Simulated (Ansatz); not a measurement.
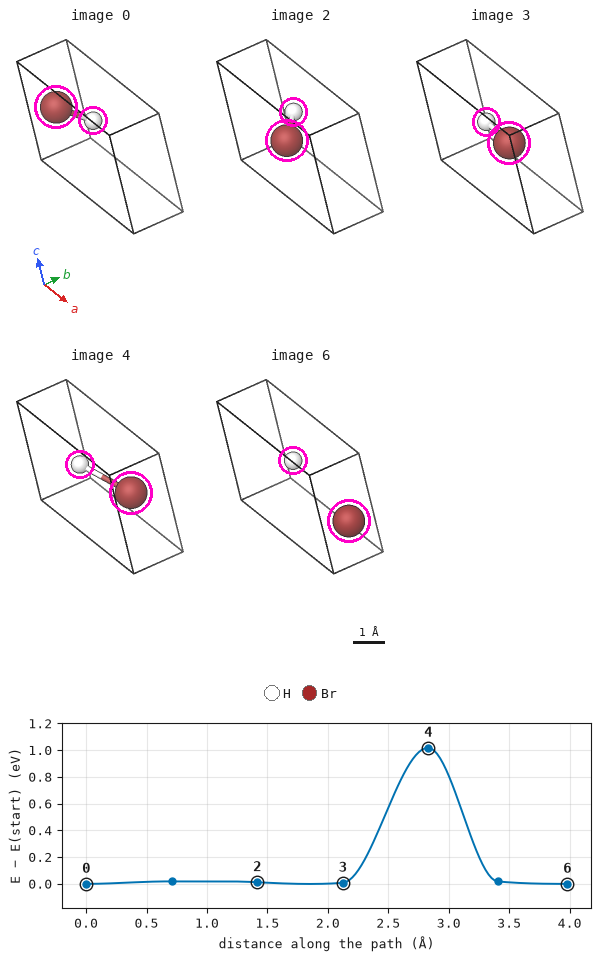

A search for the minimum-energy path of a 2-atom cell of HBr (set up in Fmmm) by the nudged elastic band. Images are numbered from 0 (start) to 6 (end). Style: ball-and-stick. Shown: the reduced simulation cell (origin moved), slightly off an axis. The atoms that move most are ringed. Lengths and directions refer to the drawn axes. Bonds to atoms that aren't drawn are left out.

These are results of DFT, LDA, PAW with Ansatz's default frozen-core files, scalar-relativistic (Ansatz), not measurements.

The input:
```yaml
crystal:
  lattice:
    - [0.0, 2.82, 3.0315]
    - [2.7775, 0.0, 3.0315]
    - [2.7775, 2.82, 0.0]
  atoms:
    - { symbol: H, position: [0.0, 0.0, 0.0] }
    - { symbol: Br, position: [0.5, 0.5, 0.5] }
kpoints:
  mp_grid: { grid: [7, 7, 7] }
scf:
  occupations: { method: fermi_dirac, width: 0.02 }
hamiltonian:
  xc: lda
  pseudopotentials: { kind: paw }
output:
  forces: true
neb:
  images: 5
  f_tol: 0.05
  max_iterations: 40
  relax_end_points: true
  final_atoms:
    - { symbol: H, position: [0.0, 0.0, 0.0] }
    - { symbol: Br, position: [0.5, 0.5, 1.5] }
```

Command:
```bash
ansatz run input.yaml --threads 4 --pin off --max-ram 4096MiB --backend cpu --events-out ev --progress --plain --runs-dir out
```

Read off the barrier and say what moves.

Answer. The barrier is about 1.02 eV in both directions, with image 4 at the top; the ends have the same energy. The path has more than one stage, and so few images may leave a stage unresolved. The Br atom travels furthest, 3.96 Å from end to end, along +a, on a path that bends up to 0.51 Å away from the straight line. At the highest image its nearest neighbour (H) is 2.02 Å away, against 1.44 Å at the start, and the surrounding atoms stand up to 0.54 Å off the mean of their end positions. Breaking: Br–H (1.44 → 3.12 Å). The band converged in 15 iterations. The largest component of the band force went from 15 to 0.037 eV/Å. The climbing image converged on the top of the path. Its curvatures weren't checked.

The run took 2.1 min on 4 threads of Intel(R) Xeon(R) 6975P-C (Granite Rapids), on a shared host, peak memory 1 GiB.
